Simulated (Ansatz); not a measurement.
HfO2

The calculation's input:

```
crystal:
  lattice:
    - [2.7951717719, 0.0, 0.0]
    - [0.0, 2.7951717719, 0.0]
    - [0.0, 0.0, 5.7400651503]
  atoms:
    - { symbol: Hf, position: [0.0, 0.0, 0.5] }
    - { symbol: O, position: [0.5, 0.5, 0.3057067806] }
    - { symbol: O, position: [0.5, 0.5, 0.6942932194] }
basis:
  ecutwfc: 420
kpoints:
  mp_grid: { grid: [16, 16, 8] }
hamiltonian:
  xc: pbe
scf:
  occupations: { method: gaussian, width: 0.1 }
output:
  forces: true
  stress: true
  eigenvalues: true
  write_density: true
  write_potential: true
  elf: true
  volumetric_format: npy
relax:
  adjacent_minimum: "off"
  f_tol: 0.01
  max_steps: 80
  cell: { stress_tol: 0.05 }
```

Command:

```sh
ansatz run input.yaml --threads 1 --pin off --max-ram 2560MiB --backend cpu --events-out ev --progress --plain --runs-dir out
```

Below, planes, directions and counts refer to the conventional cell (a = 2.79 Å, b = 2.79 Å, c = 6.21 Å, α = 90.00°, β = 90.00°, γ = 90.00°).

The fields are those of the run's last geometry, not of the input's.

Space group P4/mmm; a structure generated by program, which may or may not match a known phase.

Computed with Ansatz 0.2.0, DFT PBE, scalar-relativistic, plane waves, PAW.

Core electrons are frozen (PAW), and the valence fields are smoothed inside the atomic spheres.

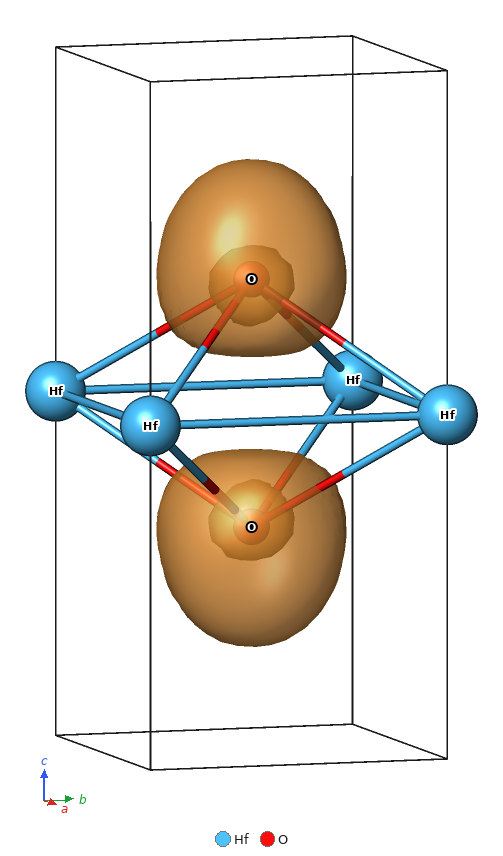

Figure 1. Isosurface of the ELF at 0.7 (orange), seen slightly off an axis. Core shells and regions of very low density are left out. Sticks mark near contacts.

Question: What do the ELF domains correspond to?

Answer: The surface consists of two regions wrapped around O (the valence shell of each), counted in one cell of 3 atoms. Regions shared between cells count once. Profiles from the grid: Hf–O (2.27 Å): the ELF peaks at about 0.80 in the valence shell of O, 0.6 Å from its nucleus, and drops to about 0.15 between the two atoms: no localised pair shows between them. Hf–Hf (2.79 Å): the ELF is about 0.10 at the midpoint; no shared electron pair shows on this line.

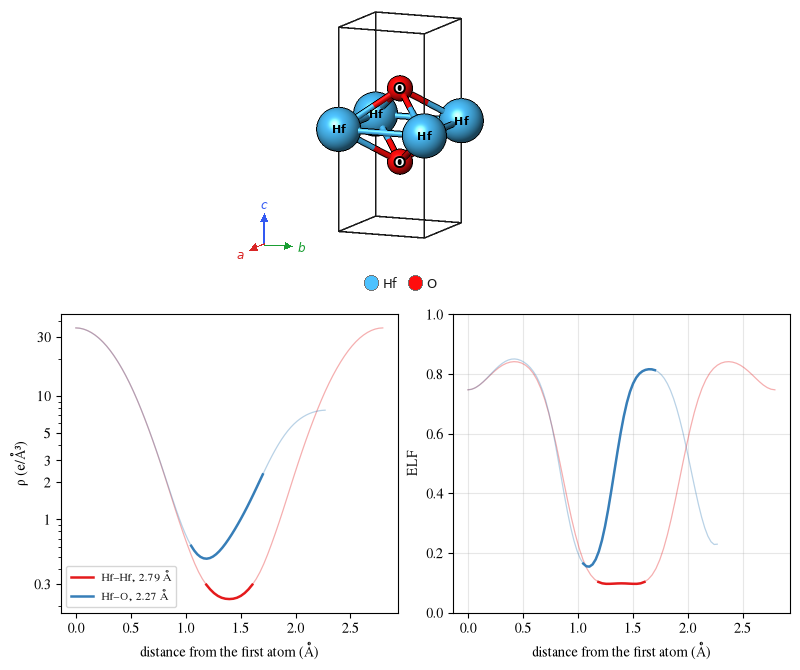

Figure 2. Valence pseudo-density and ELF along straight lines between neighbouring atoms. Thin, pale parts lie inside the atomic spheres. The structure is drawn too.

Question: What can be read from the curves?

Answer: Hf–Hf (2.79 Å): ρ is about 0.23 e/Å³ halfway; the ELF is about 0.10 at the midpoint (no shared electron pair shows on this line).
Hf–O (2.27 Å): the density is about 0.5 e/Å³ at the midpoint; the ELF peaks at about 0.80 in the valence shell of O, 0.6 Å from its nucleus, and drops to about 0.15 between the two atoms (no localised pair shows between them).

Question: Does the calculation give a band gap?

Answer: It is gapless in this calculation (a metal or semimetal).
